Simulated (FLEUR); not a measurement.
# Collinear magnetic orders of free-standing square Cr monolayer, spacing 2.56 A with FLEUR, part 2 of 3

Aim: find out whether free-standing square Cr monolayer, spacing 2.56 A carries moments, and which collinear order costs least.

FLEUR MaX-R8.1; PBE; all-electron FLAPW film, Dirac cores, scalar-relativistic bands.

So far, largest spin moment in the muffin-tin sphere (μB): step 2 (run 1 (ferro +)) 3.24.

## (3) Run 2 (antiferro q=(0,1/2,0) +-)

An opposed order shows whether neighbours prefer unlike signs.

This order needs a doubled cell of 2 atoms. The mesh is halved along the doubled vector, so that both cells sample the same points. The k list default-1 (kpts.xml, not shown) is a Γ-centred 10×5×1 mesh.

inp.xml

```
<?xml version="1.0" encoding="UTF-8" standalone="no"?>
<fleurInput fleurInputVersion="0.39">
   <comment>
      Cr
   </comment>
   <calculationSetup>
      <cutoffs Kmax="3.6" Gmax="10.8" GmaxXC="10.8" numbands="0"/>
      <scfLoop itmax="120" minDistance="0.00002" maxIterBroyd="15" imix="Anderson" alpha="0.03" precondParam="0.0" spinf="2.0" sdNocoIR="T"/>
      <coreElectrons ctail="T" frcor="F" kcrel="0" coretail_lmax="0"/>
      <xcFunctional name="pbe" relativisticCorrections="F"/>
      <magnetism jspins="2"/>
      <soc l_soc="F" theta="0.0" phi="0.0" spav="F"/>
      <expertModes spex="0" secvar="F"/>
      <geometryOptimization l_f="F" forcealpha="1.0" forcemix="BFGS" epsdisp="0.00001" epsforce="0.00001"/>
      <ldaU l_linMix="F" mixParam="0.05" spinf="1.0"/>
   </calculationSetup>
   <cell>
      <bzIntegration valenceElectrons="28.0" mode="hist" fermiSmearingEnergy="0.00183747">
         <kPointListSelection listName="default-1"/>
         <xi:include xmlns:xi="http://www.w3.org/2001/XInclude" href="kpts.xml"> </xi:include>
      </bzIntegration>
      <xi:include xmlns:xi="http://www.w3.org/2001/XInclude" href="sym.xml"> </xi:include>
      <filmLattice scale="1.0" dVac="5.4" dTilda="7.9">
         <bravaisMatrixFilm>
            <row-1>    4.8376988789760000     0.0000000000000000</row-1>
            <row-2>    0.0000000000000000     9.6753977579520001</row-2>
         </bravaisMatrixFilm>
         <vacuumEnergyParameters vacuum="1" spinUp="-.25" spinDown="-.25"/>
      </filmLattice>
   </cell>
   <atomSpecies>
      <species name="Chromium (2.500" element="Cr" atomicNumber="24">
         <mtSphere radius="2.3" gridPoints="761" logIncrement="0.016"/>
         <atomicCutoffs lmax="8" lnonsphr="6"/>
         <electronConfig flipSpins="F">
            <coreConfig>(1s1/2) (2s1/2) (2p1/2) (2p3/2)</coreConfig>
            <valenceConfig>(3s1/2) (3p1/2) (3p3/2) (4s1/2) (3d3/2) (3d5/2)</valenceConfig>
            <stateOccupation state="(4s1/2)" spinUp="0.5" spinDown="0.5"/>
            <stateOccupation state="(3d3/2)" spinUp="1.0" spinDown="1.0"/>
            <stateOccupation state="(3d5/2)" spinUp="2.75" spinDown="0.25"/>
         </electronConfig>
         <energyParameters s="4" p="4" d="3" f="4"/>
         <lo type="SCLO" l="0" n="3" eDeriv="0"/>
         <lo type="SCLO" l="1" n="3" eDeriv="0"/>
      </species>
      <species name="Chromium (-2.500" element="Cr" atomicNumber="24">
         <mtSphere radius="2.3" gridPoints="761" logIncrement="0.016"/>
         <atomicCutoffs lmax="8" lnonsphr="6"/>
         <electronConfig flipSpins="F">
            <coreConfig>(1s1/2) (2s1/2) (2p1/2) (2p3/2)</coreConfig>
            <valenceConfig>(3s1/2) (3p1/2) (3p3/2) (4s1/2) (3d3/2) (3d5/2)</valenceConfig>
            <stateOccupation state="(4s1/2)" spinUp="0.5" spinDown="0.5"/>
            <stateOccupation state="(3d3/2)" spinUp="1.0" spinDown="1.0"/>
            <stateOccupation state="(3d5/2)" spinUp="0.25" spinDown="2.75"/>
         </electronConfig>
         <energyParameters s="4" p="4" d="3" f="4"/>
         <lo type="SCLO" l="0" n="3" eDeriv="0"/>
         <lo type="SCLO" l="1" n="3" eDeriv="0"/>
      </species>
   </atomSpecies>
   <atomGroups>
      <atomGroup species="Chromium (2.500">
         <filmPos label="                   1">.0000000000 .0000000000 .0000000000</filmPos>
         <force calculate="T" relaxXYZ="TTT"/>
      </atomGroup>
      <atomGroup species="Chromium (-2.500">
         <filmPos label="                   2">.0000000000 1.000/2.000 .0000000000</filmPos>
         <force calculate="T" relaxXYZ="TTT"/>
      </atomGroup>
   </atomGroups>
   <output dos="F" band="F" slice="F">
      <bandDOS minEnergy="-.5*Htr" maxEnergy="0.5*Htr" sigma="0.015" storeEVData="T"/>
      <plotting iplot="0" polar="F">
         <plot TwoD="T" vec1="  1.0  0.0  0.0" vec2="  0.0  1.0  0.0" vec3="  0.0  0.0  1.0" zero="  0.0  0.0 -0.5" file="plot"/>
      </plotting>
      <moessbauerParams electricFieldGradient="F" isomerShift="F" coreHyperfine="F" valenceHyperfine="F"/>
   </output>
</fleurInput>
```

crystal.txt

```
Cr
&input film=T cartesian=F /
2.56000000000  0.00000000000  0.00000000000
0.00000000000  5.12000000000  0.00000000000
0.00000000000  0.00000000000  1.00000000000
1.8897261246
1.0 1.0 1.0

2
24 0.00000000000  0.00000000000  0.00000000000 : 2.500
24 0.00000000000  0.50000000000  0.00000000000 : -2.500

&kpt div1=10 div2=5 div3=1 gamma=T /
```

Run with:

```console
OMP_NUM_THREADS=1 inpgen -f crystal.txt > inpgen.log  # inp.xml is then edited as shown
OMP_NUM_THREADS=1 mpirun -n 4 fleur_MPI > fleur.log
```

Log:

```text
[banner, memory and clock lines left out]
Welcome to FLEUR        (www.flapw.de)
      MaX-Release 8.1          (www.max-centre.eu)

 ========== k-point set info ==========
 Selected k-point list: default-1
 k-point list type: mesh
 0 x 0 x 0
 Number of k points: 20

 ------------Calculation Setup---------------------------
 Number of PE/node        :            4
 Number of OMP-threads    :            1
 k-points in parallel     :            4
 pe's per k-point         :            1
 No of k-point loops      :            5
 Eigenvalue solver        :       lapack
 Number of basis functions:          315
 Approximate size of matrices (H+S) per k-point:         0.001 GB
 Iteration:     1   Distance:      27.23284898 me/bohr^3
 Iteration:     2   Distance:      23.70171817 me/bohr^3
 Iteration:     3   Distance:      14.28889670 me/bohr^3
 Iteration:     4   Distance:      15.64629908 me/bohr^3
 Iteration:     5   Distance:      13.31456481 me/bohr^3
 Iteration:     6   Distance:      10.52601978 me/bohr^3
 Iteration:     7   Distance:       8.00914691 me/bohr^3
 Iteration:     8   Distance:       6.49110698 me/bohr^3
 Iteration:     9   Distance:       2.76037557 me/bohr^3
 Iteration:    10   Distance:       2.88531825 me/bohr^3
[... 20 iterations left out ...]
 Iteration:    31   Distance:       0.00159045 me/bohr^3
 Iteration:    32   Distance:       0.00153542 me/bohr^3
 Iteration:    33   Distance:       0.00074958 me/bohr^3
 Iteration:    34   Distance:       0.00024718 me/bohr^3
 Iteration:    35   Distance:       0.00028816 me/bohr^3
 Iteration:    36   Distance:       0.00014388 me/bohr^3
 Iteration:    37   Distance:       0.00006020 me/bohr^3
 Iteration:    38   Distance:       0.00003053 me/bohr^3
 Iteration:    39   Distance:       0.00004347 me/bohr^3
 Iteration:    40   Distance:       0.00001641 me/bohr^3

 ********************************************************************
 Run finished successfully
 Stop message:
   all done
 ********************************************************************

--- out.xml (last complete iteration) ---
<iteration numberForCurrentRun="   40" overallNumber="   40">
         [... left out ...]
         <bandgap value="0.0167793658" units="eV"/>
         <sumValenceSingleParticleEnergies value="-34.0681795319" units="Htr"/>
         <FermiEnergy value="-0.1523985234" units="Htr"/>
         <valenceDensity>
            <mtCharges spin="1">
               <mtCharge atomType="1" total="7.9647536" s="1.1867457" p="3.0742247" d="3.6986695" f="0.0038693"/>
               <mtCharge atomType="2" total="4.4496761" s="1.1075014" p="3.0327446" d="0.3045632" f="0.0036392"/>
            </mtCharges>
            <mtCharges spin="2">
               <mtCharge atomType="1" total="4.4496708" s="1.1075008" p="3.0327444" d="0.3045587" f="0.0036392"/>
               <mtCharge atomType="2" total="7.9647484" s="1.1867454" p="3.0742245" d="3.6986648" f="0.0038693"/>
            </mtCharges>
            <spinDependentCharge spin="1" total="14.0000059" interstitial="1.3286506" mtSpheres="12.4144297" vacuum1="0.1284628"/>
            <spinDependentCharge spin="2" total="13.9999944" interstitial="1.3286494" mtSpheres="12.4144193" vacuum1="0.1284629"/>
            <totalCharge value="28.0000003669"/>
         </valenceDensity>
         [... left out ...]
         <magneticMomentsInMTSpheres units="muBohr">
            <globalMagMoment atomType="1" vec="0.00000   0.00000   3.51508"/>
            <localMagMoment atomType="1" vec="0.00000   0.00000   3.51508"/>
            <globalMagMoment atomType="2" vec="0.00000   0.00000  -3.51507"/>
            <localMagMoment atomType="2" vec="0.00000   0.00000  -3.51507"/>
         </magneticMomentsInMTSpheres>
         [... left out ...]
         <totalEnergy value="    -2101.6067610068" units="Htr">
            <sumOfEigenvalues value="    -1244.5821544687">
               <coreElectrons value="-1210.5139749368"/>
               <valenceElectrons value="-34.0681795319"/>
            </sumOfEigenvalues>
            <densityCoulombPotentialIntegral value="-3243.9990718345"/>
            <densityEffectivePotentialIntegral value="-3370.6447384994"/>
            <chargeDenXCDenIntegral value="-97.6560256286"/>
            <FockExchangeEnergyValence value="0.0000000000"/>
            <FockExchangeEnergyCore value="0.0000000000"/>
         [... left out ...]
            <tkbTimesEntropy value="0.0010907861"/>
            <freeEnergy value="-2101.6078517929"/>
            <extrapolationTo0K value="-2101.6073063999"/>
         </totalEnergy>
         <densityConvergence units="me/bohr^3">
            <chargeDensity spin="1" distance="0.0000091386"/>
            <chargeDensity spin="2" distance="0.0000089577"/>
            <overallChargeDensity distance="0.0000076314"/>
            <spinDensity distance="0.0000164094"/>
         </densityConvergence>
      </iteration>
```

It took 36 s on 4 MPI ranks of Intel Xeon Platinum 8559C (Emerald Rapids), shared host; peak memory 0.35 GiB; 2.4 min of CPU time.

Spin moment in the muffin-tin sphere by atom:

| atom | spin moment in the muffin-tin sphere (μB) |
| --- | --- |
| Cr1 | 3.52 |
| Cr2 | -3.52 |

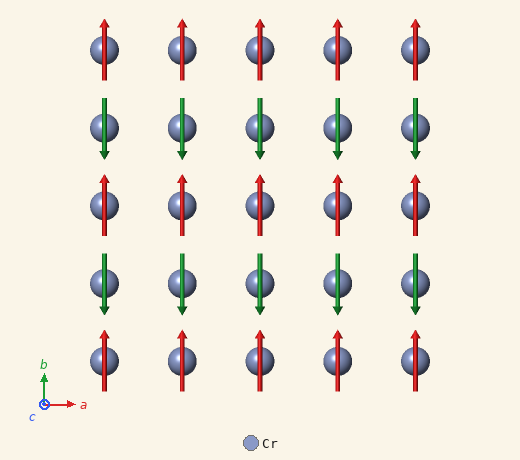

Spin moment in the muffin-tin sphere as arrows, the longest 3.52 μB. Up and down stand for the sign. Arrows give size and sign along the axis of quantisation, drawn up and down the page. The two directions have two colours. 4×2×1 cells are drawn. Some periodic images of atoms are drawn too.

Numbers from this step:

```
free energy                                                       : -57187.6630 eV
program's band gap on this mesh (in a metal only a level spacing) : 0.01678 eV
magnetization                                                     : 0 μB
final state                                                       : antiferromagnetic
```

It lies 489 meV a seeded atom under the first start, and its largest moment is 3.52 μB against 3.24 μB.

## (4) Order 3, typed as antiferro q=(1/2,1/2,0) +-

An opposed order shows whether neighbours prefer unlike signs.

This order needs a doubled cell of 2 atoms. The mesh is halved along the doubled vector, so that both cells sample the same points. The k list default-1 (kpts.xml, not shown) is a Γ-centred 5×10×1 mesh.

inp.xml: that of step 3 with these lines changed.

```diff
@@ -24,4 +24,4 @@
          <bravaisMatrixFilm>
-            <row-1>    4.8376988789760000     0.0000000000000000</row-1>
-            <row-2>    0.0000000000000000     9.6753977579520001</row-2>
+            <row-1>    9.6753977579520001     0.0000000000000000</row-1>
+            <row-2>    4.8376988789760000     4.8376988789760000</row-2>
          </bravaisMatrixFilm>
@@ -66,3 +66,3 @@
       <atomGroup species="Chromium (-2.500">
-         <filmPos label="                   2">.0000000000 1.000/2.000 .0000000000</filmPos>
+         <filmPos label="                   2">1.000/2.000 .0000000000 .0000000000</filmPos>
          <force calculate="T" relaxXYZ="TTT"/>
```

crystal.txt

```
Cr
&input film=T cartesian=F /
5.12000000000  0.00000000000  0.00000000000
2.56000000000  2.56000000000  0.00000000000
0.00000000000  0.00000000000  1.00000000000
1.8897261246
1.0 1.0 1.0

2
24 0.00000000000  0.00000000000  0.00000000000 : 2.500
24 0.50000000000  0.00000000000  0.00000000000 : -2.500

&kpt div1=5 div2=10 div3=1 gamma=T /
```

Log:

```text
[banner, memory and clock lines left out]
Welcome to FLEUR        (www.flapw.de)
      MaX-Release 8.1          (www.max-centre.eu)

 ========== k-point set info ==========
 Selected k-point list: default-1
 k-point list type: mesh
 0 x 0 x 0
 Number of k points: 20

 [... set-up left out ...]
 Iteration:     1   Distance:      23.76922707 me/bohr^3
 Iteration:     2   Distance:      20.15771589 me/bohr^3
 Iteration:     3   Distance:      12.21484862 me/bohr^3
 Iteration:     4   Distance:      18.50763884 me/bohr^3
 Iteration:     5   Distance:      13.77628745 me/bohr^3
[...]
<sumOfEigenvalues value="    -1244.1677203630">
               <coreElectrons value="-1210.3321844429"/>
               <valenceElectrons value="-33.8355359201"/>
            </sumOfEigenvalues>
         [... left out ...]
            <freeEnergy value="-2101.6288481435"/>
            <extrapolationTo0K value="-2101.6287734830"/>
         </totalEnergy>
         <densityConvergence units="me/bohr^3">
            <chargeDensity spin="1" distance="0.0000006707"/>
            <chargeDensity spin="2" distance="0.0000006757"/>
            <overallChargeDensity distance="0.0000009487"/>
            <spinDensity distance="0.0000009555"/>
         </densityConvergence>
      </iteration>
```

Wall time 27 s (4 MPI ranks); peak memory 0.36 GiB; 1.8 min of CPU time.

Spin moment in the muffin-tin sphere by atom:

| atom | spin moment in the muffin-tin sphere (μB) |
| --- | --- |
| Cr1 | 3.42 |
| Cr2 | -3.42 |

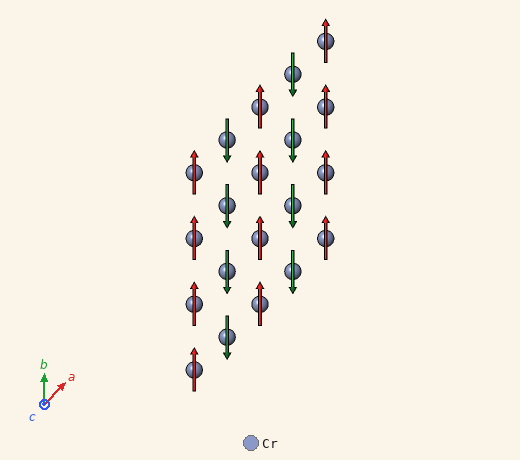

Spin moment in the muffin-tin sphere as arrows, the longest 3.42 μB. Up and down stand for the sign. Arrows give size and sign along the axis of quantisation, drawn up and down the page. The two directions have two colours. 2×3×1 cells are drawn. Some periodic images of atoms are drawn too.

This step gave:

* free energy: -57188.2343 eV
* program's band gap on this mesh (in a metal only a level spacing): 0.2934 eV
* magnetization: 0 μB
* final state: antiferromagnetic

It lies 774 meV a seeded atom under the first start, and its largest moment is 3.42 μB against 3.24 μB.

## (5) Start 4: no spin polarisation

Without spin polarisation no moment can form, so the difference from the other runs is what forming moments gains.

The k list default-1 (kpts.xml, not shown) is a Γ-centred 10×10×1 mesh.

inp.xml

```
<?xml version="1.0" encoding="UTF-8" standalone="no"?>
<fleurInput fleurInputVersion="0.39">
   <comment>
      Cr
   </comment>
   <calculationSetup>
      <cutoffs Kmax="3.6" Gmax="10.8" GmaxXC="10.8" numbands="0"/>
      <scfLoop itmax="120" minDistance="0.00002" maxIterBroyd="15" imix="Anderson" alpha="0.03" precondParam="0.0" spinf="2.0" sdNocoIR="T"/>
      <coreElectrons ctail="T" frcor="F" kcrel="0" coretail_lmax="0"/>
      <xcFunctional name="pbe" relativisticCorrections="F"/>
      <magnetism jspins="1"/>
      <soc l_soc="F" theta="0.0" phi="0.0" spav="F"/>
      <expertModes spex="0" secvar="F"/>
      <geometryOptimization l_f="F" forcealpha="1.0" forcemix="BFGS" epsdisp="0.00001" epsforce="0.00001"/>
      <ldaU l_linMix="F" mixParam="0.05" spinf="1.0"/>
   </calculationSetup>
   <cell>
      <bzIntegration valenceElectrons="14.0" mode="hist" fermiSmearingEnergy="0.00183747">
         <kPointListSelection listName="default-1"/>
         <xi:include xmlns:xi="http://www.w3.org/2001/XInclude" href="kpts.xml"> </xi:include>
      </bzIntegration>
      <xi:include xmlns:xi="http://www.w3.org/2001/XInclude" href="sym.xml"> </xi:include>
      <filmLattice scale="1.0" dVac="5.4" dTilda="7.9">
         <bravaisMatrixFilm>
            <row-1>    4.8376988789760000     0.0000000000000000</row-1>
            <row-2>    0.0000000000000000     4.8376988789760000</row-2>
         </bravaisMatrixFilm>
         <vacuumEnergyParameters vacuum="1" spinUp="-.25" spinDown="-.25"/>
      </filmLattice>
   </cell>
   <atomSpecies>
      <species name="Chromium (Cr)" element="Cr" atomicNumber="24">
         <mtSphere radius="2.3" gridPoints="761" logIncrement="0.016"/>
         <atomicCutoffs lmax="8" lnonsphr="6"/>
         <electronConfig flipSpins="F">
            <coreConfig>(1s1/2) (2s1/2) (2p1/2) (2p3/2)</coreConfig>
            <valenceConfig>(3s1/2) (3p1/2) (3p3/2) (4s1/2) (3d3/2) (3d5/2)</valenceConfig>
            <stateOccupation state="(4s1/2)" spinUp="0.500000" spinDown="0.500000"/>
            <stateOccupation state="(3d3/2)" spinUp="1.000000" spinDown="1.000000"/>
            <stateOccupation state="(3d5/2)" spinUp="1.500000" spinDown="1.500000"/>
         </electronConfig>
         <energyParameters s="4" p="4" d="3" f="4"/>
         <lo type="SCLO" l="0" n="3" eDeriv="0"/>
         <lo type="SCLO" l="1" n="3" eDeriv="0"/>
      </species>
   </atomSpecies>
   <atomGroups>
      <atomGroup species="Chromium (Cr)">
         <filmPos label="                   1">.0000000000 .0000000000 .0000000000</filmPos>
         <force calculate="T" relaxXYZ="TTT"/>
      </atomGroup>
   </atomGroups>
   <output dos="F" band="F" slice="F">
      <bandDOS minEnergy="-.5*Htr" maxEnergy="0.5*Htr" sigma="0.015" storeEVData="T"/>
      <plotting iplot="0" polar="F">
         <plot TwoD="T" vec1="  1.0  0.0  0.0" vec2="  0.0  1.0  0.0" vec3="  0.0  0.0  1.0" zero="  0.0  0.0 -0.5" file="plot"/>
      </plotting>
      <moessbauerParams electricFieldGradient="F" isomerShift="F" coreHyperfine="F" valenceHyperfine="F"/>
   </output>
</fleurInput>
```

crystal.txt

```
Cr
&input film=T cartesian=F /
2.56000000000  0.00000000000  0.00000000000
0.00000000000  2.56000000000  0.00000000000
0.00000000000  0.00000000000  1.00000000000
1.8897261246
1.0 1.0 1.0

1
24 0.00000000000  0.00000000000  0.00000000000

&kpt div1=10 div2=10 div3=1 gamma=T /
```

Log:

```text
[banner, memory and clock lines left out]
Welcome to FLEUR        (www.flapw.de)
      MaX-Release 8.1          (www.max-centre.eu)

 ========== k-point set info ==========
 Selected k-point list: default-1
 k-point list type: mesh
 0 x 0 x 0
 Number of k points: 24

 [... set-up left out ...]
 Iteration:     1   Distance:      30.55921304 me/bohr^3
 Iteration:     2   Distance:      27.15675992 me/bohr^3
 Iteration:     3   Distance:      10.88681845 me/bohr^3
 Iteration:     4   Distance:      16.72048277 me/bohr^3
 Iteration:     5   Distance:       7.64567285 me/bohr^3
[...]
<FermiEnergy value="-0.1747108573" units="Htr"/>
         [... left out ...]
         <totalEnergy value="    -1050.7715604143" units="Htr">
            <sumOfEigenvalues value="     -623.1749851136">
               <coreElectrons value="-605.8074519280"/>
               <valenceElectrons value="-17.3675331856"/>
            </sumOfEigenvalues>
         [... left out ...]
            <freeEnergy value="-1050.7726660324"/>
            <extrapolationTo0K value="-1050.7721132233"/>
         </totalEnergy>
         <densityConvergence units="me/bohr^3">
            <chargeDensity spin="1" distance="0.0000199274"/>
         </densityConvergence>
      </iteration>
```

Wall time 8.1 s (4 MPI ranks); peak memory 0.21 GiB.

Numbers from this step:

```
free energy                                                       : -28592.9809 eV
program's band gap on this mesh (in a metal only a level spacing) : 0.005210 eV
final state                                                       : non-magnetic (no spin polarisation)
```

It lies 362 meV a seeded atom over the first start.

[end of part 2 of 3]

[Logs and program files are shortened in this print: banners, set-up blocks, solver, clock and traceback lines can be left out without a mark of their own.]

[Logs are printed without paths, hosts, clocks, repeated set-up lines and the standing remarks that a program may print on its own settings, such as how far it seeks lower states.]

[Hosts, paths, dates, database ids (printed as entryN), source tags and the programs' standing remarks are cut or masked in the printed files.]

[Where a cell is said to come from a database of computed structures, the database is the Materials Project.]
